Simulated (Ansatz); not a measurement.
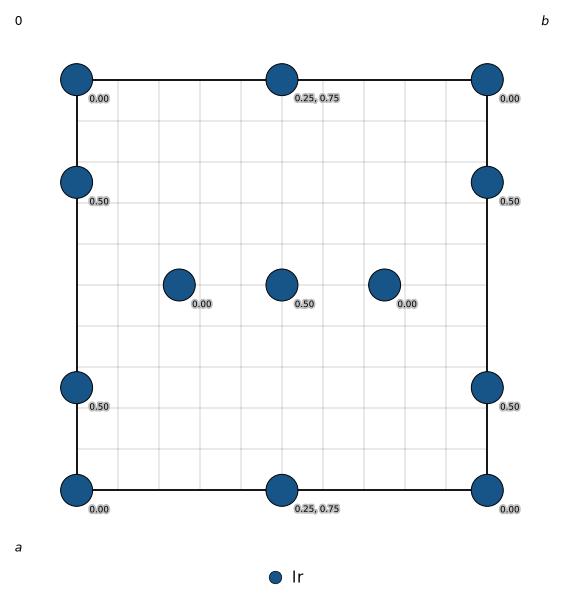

Plan of a unit cell projected along c (a down the page, b across); the numbers are heights as fractions of c, and atoms on the cell's edges are repeated. The grid marks tenths of a and b. Source: the input geometry of an electronic-structure calculation (not necessarily at equilibrium); the starting structure was generated, so it need not be a known form of this composition. The drawing is computed from the coordinates (standard cell, symmetry found to 0.002 Å).

a = 4.866 Å, b = 4.866 Å, c = 4.866 Å, α = 90.00°, β = 90.00°, γ = 90.00°.

Q: What does the cell contain?

A: 8 Ir: Ir, Z = 8.

Q: Which space group?

A: Pm-3n (No. 223), primitive cubic.

Q: Give the independent sites, coordinates to two places.

A:
| atom | site | symmetry | x | y | z |
| --- | --- | --- | --- | --- | --- |
| Ir | 2a | m-3. | 0.00 | 0.00 | 0.00 |
| Ir | 6c | -4m.2 | 0.25 | 0.00 | 0.50 |
